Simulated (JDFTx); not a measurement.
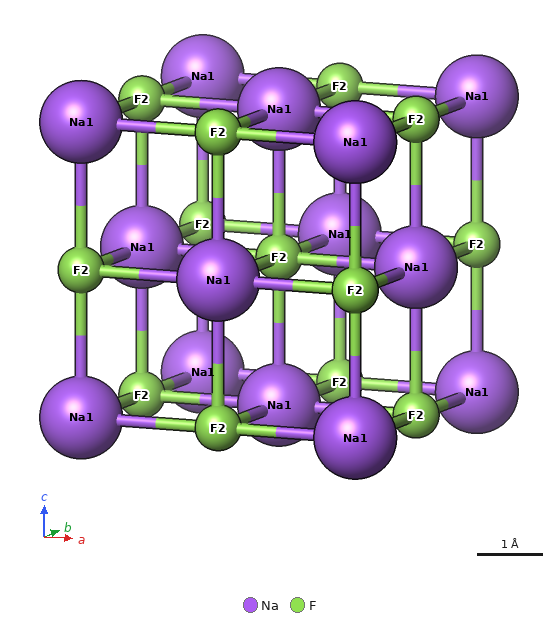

Fig. 1: The input geometry (ball-and-stick view of the cell 4 times as large as that of the calculation, set on its symmetry axes, seen slightly off an axis; atoms are numbered from 1 in the order of the input). Near neighbours in the crystal (not all of them lie inside the picture): Na has 6 F at 2.32 Å; F has 6 Na at 2.32 Å.

## Screening calculation, with input and output: NaF

- system: NaF (Fm-3m, 2 atoms in the cell)
- method: Kohn-Sham DFT of a periodic cell, LDA, PseudoDojo-SR-LDA-0.4.1-standard, no spin polarisation (JDFTx 1.7.0 (patched build))

The structure derives from an entry of the Crystallography Open Database.

### Output
```
*************** JDFTx 1.7.0 (patched build) ***************

Input parsed successfully to the following command list (including defaults):
[... the input with its defaults ...]

---------- Initializing the Grid ----------
R =
[            0      4.38416      4.38416  ]
[      4.38416            0      4.38416  ]
[      4.38416      4.38416            0  ]
unit cell volume = 168.535
G =
[  -0.716577   0.716577   0.716577  ]
[   0.716577  -0.716577   0.716577  ]
[   0.716577   0.716577  -0.716577  ]
Minimum fftbox size, Smin = [  56  56  56  ]
Chosen fftbox size, S = [  56  56  56  ]

---------- Initializing tighter grid for wavefunction operations ----------
R =
[            0      4.38416      4.38416  ]
[      4.38416            0      4.38416  ]
[      4.38416      4.38416            0  ]
unit cell volume = 168.535
G =
[  -0.716577   0.716577   0.716577  ]
[   0.716577  -0.716577   0.716577  ]
[   0.716577   0.716577  -0.716577  ]
Minimum fftbox size, Smin = [  40  40  40  ]
Chosen fftbox size, S = [  40  40  40  ]

---------- Exchange Correlation functional ----------
Initalized Slater LDA exchange.
Initalized Perdew-Wang LDA correlation.

---------- Setting up pseudopotentials ----------
Width of ionic core gaussian charges (only for fluid interactions / plotting) set to 0

Reading pseudopotential file 'pseudo/Na.upf':
  'Na' pseudopotential, 'SLA  PW   NOGX NOGC' functional
  Generated using ONCVPSP code by D. R. Hamann
  9 valence electrons, 3 orbitals, 4 projectors, 1001 radial grid points, with lMax = 1
    2S    l: 0   occupation:  2.0   eigenvalue: -2.070187
    2P    l: 1   occupation:  6.0   eigenvalue: -1.059373
    3S    l: 0   occupation:  1.0   eigenvalue: -0.103610
  Core radius for overlap checks: 1.48 bohrs.

Reading pseudopotential file 'pseudo/F.upf':
  'F' pseudopotential, 'SLA  PW   NOGX NOGC' functional
  Generated using ONCVPSP code by D. R. Hamann
  7 valence electrons, 2 orbitals, 5 projectors, 824 radial grid points, with lMax = 2
    2S    l: 0   occupation:  2.0   eigenvalue: -1.089583
    2P    l: 1   occupation:  5.0   eigenvalue: -0.415093
  Core radius for overlap checks: 1.56 bohrs.

Initialized 2 species with 2 total atoms.

Folded 1 k-points by 4x4x4 to 64 k-points.

---------- Setting up k-points, bands, fillings ----------
No reducable k-points.
Computing the number of bands and number of electrons
Calculating initial fillings.
nElectrons:  16.000000   nBands: 32   nStates: 64

----- Setting up reduced wavefunction bases (one per k-point) -----
average nbasis = 2346.203 , ideal nbasis = 2349.436

----- Initializing Supercell corresponding to k-point mesh -----
Lattice vector linear combinations in supercell:
[   4   0   0  ]
[   0   4   0  ]
[   0   0   4  ]
Supercell lattice vectors:
[  0  17.5367  17.5367  ]
[  17.5367  0  17.5367  ]
[  17.5367  17.5367  0  ]

-------- Setting up exchange kernel --------
3D periodic kernel with unmodified G=0.

---------- Setting up ewald sum ----------
Optimum gaussian width for ewald sums = 1.991212 bohr.
Real space sum over 1331 unit cells with max indices [  5  5  5  ]
Reciprocal space sum over 2197 terms with max indices [  6  6  6  ]

---------- Allocating electronic variables ----------
Initializing wave functions:  linear combination of atomic orbitals
Note: number of bands (32) exceeds available atomic orbitals (9)
Na pseudo-atom occupations:   s ( 2 1 )  p ( 6 )
F pseudo-atom occupations:   s ( 2 )  p ( 5 )
	FillingsUpdate:  mu: +0.205706298  nElectrons: 16.000000
LCAOMinimize: Iter:   0  F: -69.7098016900088169  |grad|_K:  1.838e-03  alpha:  1.000e+00
	FillingsUpdate:  mu: +0.100000000  nElectrons: 16.000000
LCAOMinimize: Iter:   1  F: -69.7534527027122522  |grad|_K:  3.942e-04  alpha:  3.064e-01  linmin: -2.278e-01  cgtest:  9.072e-01
LCAOMinimize: Encountered beta<0, resetting CG.
[... 7 lines of inner loops ...]
LCAOMinimize: Iter:   5  F: -69.7553800354893809  |grad|_K:  6.043e-07  alpha:  6.585e-01  linmin:  7.112e-04  cgtest:  9.037e-04
	FillingsUpdate:  mu: +0.100000000  nElectrons: 16.000000
LCAOMinimize: Iter:   6  F: -69.7553800454749648  |grad|_K:  6.704e-08  alpha:  8.348e-01  linmin:  2.169e-05  cgtest:  2.821e-03
LCAOMinimize: Converged (|Delta F|<1.000000e-06 for 2 iters).

-------- Electronic minimization -----------
Will mix electronic density at each iteration.
	FillingsUpdate:  mu: +0.100000000  nElectrons: 16.000000
	FillingsUpdate:  mu: +0.100000000  nElectrons: 16.000000
SCF: Cycle:  0   F: -69.757233498662572   dF: -1.853e-03   |Residual|: 6.612e-03   |deigs|: 1.233e+00
	FillingsUpdate:  mu: +0.100000000  nElectrons: 16.000000
SCF: Cycle:  1   F: -69.757253546047480   dF: -2.005e-05   |Residual|: 2.159e-03   |deigs|: 5.100e-03
	FillingsUpdate:  mu: +0.100000000  nElectrons: 16.000000
SCF: Cycle:  2   F: -69.757254396623125   dF: -8.506e-07   |Residual|: 1.137e-03   |deigs|: 1.394e-03
	FillingsUpdate:  mu: +0.100000000  nElectrons: 16.000000
SCF: Cycle:  3   F: -69.757254476933014   dF: -8.031e-08   |Residual|: 2.039e-04   |deigs|: 5.696e-04
	FillingsUpdate:  mu: +0.100000000  nElectrons: 16.000000
SCF: Cycle:  4   F: -69.757254482128985   dF: -5.196e-09   |Residual|: 5.138e-05   |deigs|: 2.595e-04
	FillingsUpdate:  mu: +0.100000000  nElectrons: 16.000000
SCF: Cycle:  5   F: -69.757254482955290   dF: -8.263e-10   |Residual|: 1.564e-05   |deigs|: 1.597e-04
	FillingsUpdate:  mu: +0.100000000  nElectrons: 16.000000
SCF: Cycle:  6   F: -69.757254483014933   dF: -5.964e-11   |Residual|: 3.986e-06   |deigs|: 2.007e-04
SCF: Converged (|Delta E|<1.000000e-09 for 2 iters).

Setting wave functions to eigenvectors of Hamiltonian
Converging empty states (this may take a while): |deigs|: 2.300e-03

# Stress tensor in Cartesian coordinates [Eh/a0^3]:
[  0.000152149  3.55719e-10 -4.61328e-11  ]
[  3.55719e-10  0.000152149 -4.01215e-10  ]
[ -4.61327e-11 -4.01215e-10  0.000152148  ]

# Ionic positions in lattice coordinates:
ion Na   0.000000000000000   0.000000000000000   0.000000000000000 1
ion F   0.500000000000000   0.500000000000000   0.500000000000000 1

# Forces in Cartesian coordinates:
force Na  -0.000000074724475  -0.000000001510722  -0.000000135288966 1
force F  -0.000000444551370  -0.000000476142110   0.000000134087759 1

# Energy components:
   Eewald =      -41.8174543220512902
       EH =       22.5517678197309621
     Eloc =      -65.2777252173888485
      Enl =      -17.5869578626761651
      Exc =      -12.1273283830726371
 Exc_core =        0.5500806934131552
       KE =       43.9503627890299100
-------------------------------------
     Etot =      -69.7572544830149326

IonicMinimize: Iter:   0  F: -69.757254483014933  |grad|_K:  1.903e-07
IonicMinimize: Converged (|grad|_K<1.000000e-04).

#--- Lowdin population analysis ---
# oxidation-state Na +0.777
# oxidation-state F -0.727

Dumping 'run.eigStats' ...
	eMin: -1.685543 at state 0 ( [ +0.000000 +0.000000 +0.000000 ] spin 0 )
	HOMO: +0.017107 at state 0 ( [ +0.000000 +0.000000 +0.000000 ] spin 0 )
	mu  : +0.100000
	LUMO: +0.236507 at state 0 ( [ +0.000000 +0.000000 +0.000000 ] spin 0 )
	eMax: +2.264887 at state 0 ( [ +0.000000 +0.000000 +0.000000 ] spin 0 )
	HOMO-LUMO gap: +0.219400
	Optical gap  : +0.219400 at state 0 ( [ +0.000000 +0.000000 +0.000000 ] spin 0 )
Dumping polarizability matrix:
	Setting up reduced basis at Ecut=4: nbasis = 62 for k = [   0.250   0.000   0.000  ]
	Computing NonInteracting polarizability in plane-wave basis
	Clearing orthogonal wavefunctions (C) to free memory.
	Applying Coulomb kernel
	Forming Coulomb matrix
	Applying Exchange-Correlation kernel
	Forming Exchange-Correlation matrix
	Computing External and Total polarizability matrices in PW basis
	Dumping 'run.epsInvEigs' ... Done.
	head(epsInv): 0.550167   1/head(epsInv): 1.81763
	Computing transformation matrix from PW to Total polarizability eigen-basis
	Transforming output quantities to Total polarizability eigen-basis
	Dumping 'run.pol_*' ... Done.
Done!
```

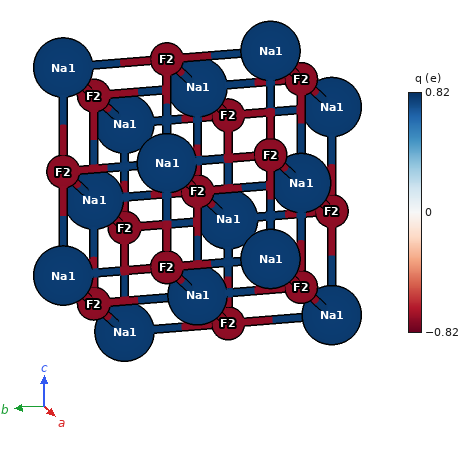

Fig. 2: Löwdin charges, as the colour of each atom (ball-and-stick view of the cell 4 times as large as that of the calculation, set on its symmetry axes, seen at an oblique angle; atoms are numbered from 1 in the order of the input). By element: Na +0.78 and F −0.73 e.

This output came from the following input.

### Input file
```
include NaF.lattice
coords-type Lattice
include NaF.ionpos

ion-species pseudo/Na.upf
ion-species pseudo/F.upf
elec-cutoff 44 352
elec-ex-corr lda-PW
exchange-regularization None
kpoint-folding 4 4 4
elec-smearing Fermi 0.0018374661
elec-n-bands 32
symmetries none
electronic-SCF nIterations 100 energyDiffThreshold 1e-09
electronic-minimize nIterations 30 energyDiffThreshold 1e-7
converge-empty-states yes
forces-output-coords Cartesian
polarizability Total 4 8
polarizability-kdiff 0.2500000000 0.0000000000 0.0000000000

dump-name run.$VAR
dump End Ecomponents EigStats BandEigs Kpoints Forces Stress
```

### File NaF.lattice
```
lattice \
    0.0000000000     4.3841646091     4.3841646091 \
    4.3841646091     0.0000000000     4.3841646091 \
    4.3841646091     4.3841646091     0.0000000000
```

### File NaF.ionpos
```
ion Na     0.0000000000     0.0000000000     0.0000000000 1
ion F      0.5000000000     0.5000000000     0.5000000000 1
```

Run as:
```bash
jdftx -c 1 -i NaF.in -o NaF.out
```

### Key numbers

```csv
quantity,value
outcome,converged
space group (tolerance 0.01 Å),Fm-3m (225)
electrons treated,16
free energy,−1898.1916 eV
gap on the k-point mesh,5.97 eV
pressure,−4.48 GPa
largest force (length of the vector),under 0.001 eV/Å
hardware,"1 thread of Intel Xeon @ 2.90GHz (Ice Lake), 16 GiB of memory available, shared host"
wall time,1.8 min
peak memory,0.2 GiB
```

### Notes

Points of doubt noted for this run: coarse mesh.
